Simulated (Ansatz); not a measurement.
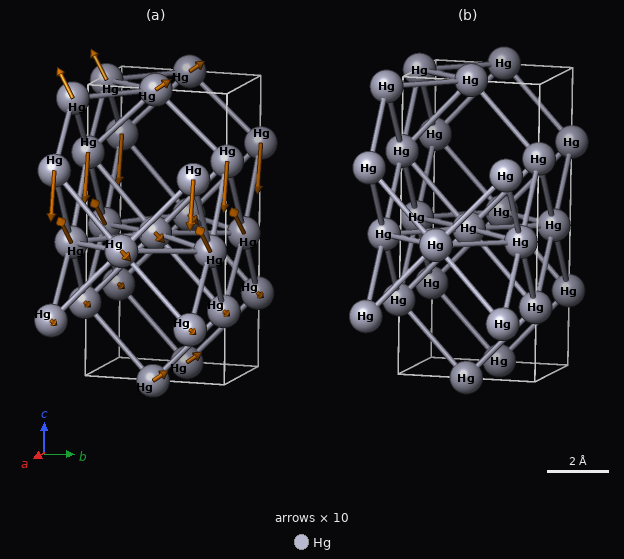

The structure of crystalline Hg (a generated structure, set up in P1) (coarse preliminary run) before (left) and after (right) a relaxation, at one scale. The orange arrows give the displacements (the part carried along by the change of the cell is left out), magnified 10 times.

The picture is a ball-and-stick view of the cell of the calculation, reduced to other axes, repeated 2 × 1 × 1 with one cell outlined, seen slightly off an axis. Lengths and directions refer to the drawn axes.

Level of theory: DFT PBE, scalar-relativistic, plane waves, PAW (Ansatz). Settings: plane-wave cutoff 420 eV; k-point mesh 6 × 6 × 4; occupations gaussian; smearing width 0.2 eV; no spin polarisation; cell and atoms relaxed; force threshold 0.025 eV/Å; at most 60 steps.

Summarise the run.

The run was cut off at its time limit before the relaxation converged, so the last structure is only a point on the way. The energy falls by 12.3 meV per atom in 2 geometry steps. Largest force component: 0.3 eV/Å at the start, 0.013 eV/Å at the end. The pressure goes from 0.10 to −0.08 GPa. The largest move relative to the cell is that of a Hg atom, 0.18 Å along −c. Cell: a 4.706 → 4.625 Å (−1.7 %), b 4.757 → 4.679 Å (−1.6 %), c 9.726 → 9.955 Å (+2.3 %), α 91.9° → 90.8°, β 92.2° → 91.2°, γ 90.5° → 90.3°. Volume −1.0 %. Among the contacts that change: Hg–Hg 3.164 → 3.395 Å, Hg–Hg 3.624 → 3.400 Å, Hg–Hg 3.135 → 3.347 Å, Hg–Hg 3.493 → 3.301 Å. The space group stays P1 (No. 1).
